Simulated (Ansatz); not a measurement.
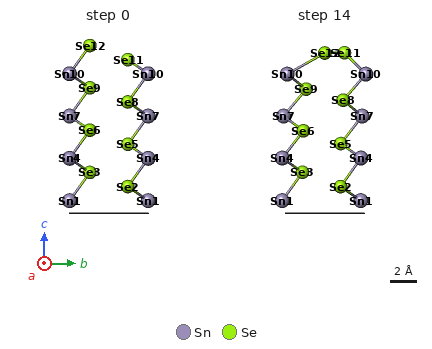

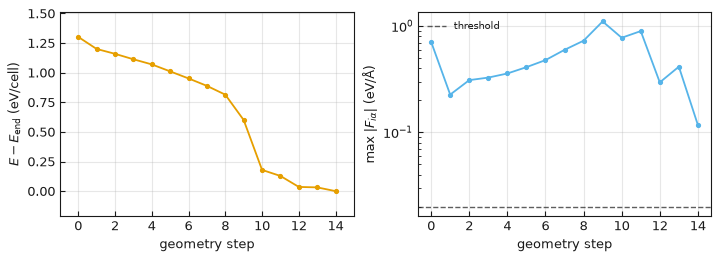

First and last geometry of a relaxation of a slab of composition SnSe2 (cut from the P-3m1 phase), with the history of the run. A ball-and-stick model of the 2 × 1 repeat of the cell, outlined in the plane, without the vacuum, seen along the a axis.

Case: (1 0 0) slab, atoms relaxed. The slab is the (1 0 0) face of SnSe2.

Method: DFT PBEsol, scalar-relativistic, plane waves, PAW in Ansatz. Set-up: plane-wave cutoff 420 eV; k-point mesh 9 × 6 × 1; occupations gaussian; smearing width 0.05 eV; no spin polarisation; dipole correction; atoms relaxed in a fixed cell; force threshold 0.02 eV/Å; at most 60 steps.

> Read the history and describe the run.

The run was cut off at its time limit before the relaxation converged, so the last structure is only a point on the way. After 14 geometry steps the energy has fallen by 1.302 eV per cell of the calculation. The largest force component goes from 0.71 to 0.12 eV/Å. The largest move relative to the layer's centre is that of Se12, 1.59 Å at 68° to the normal (−c side). By element the largest moves are Se 1.59 Å, Sn 0.26 Å. The cell stays as it was. Near-neighbour distances that change, for instance: Se11–Se12 3.702 → 2.455 Å, Sn10–Se12 2.716 → 3.369 Å, Sn10–Se11 2.716 → 3.036 Å, Sn7–Se9 2.716 → 2.751 Å. Bond angles that change, for instance: Se11–Sn10–Se11 89.3° → 78.0°, Sn10–Se11–Sn10 89.3° → 78.0°, Se9–Sn10–Se11 180.0° → 172.0°.
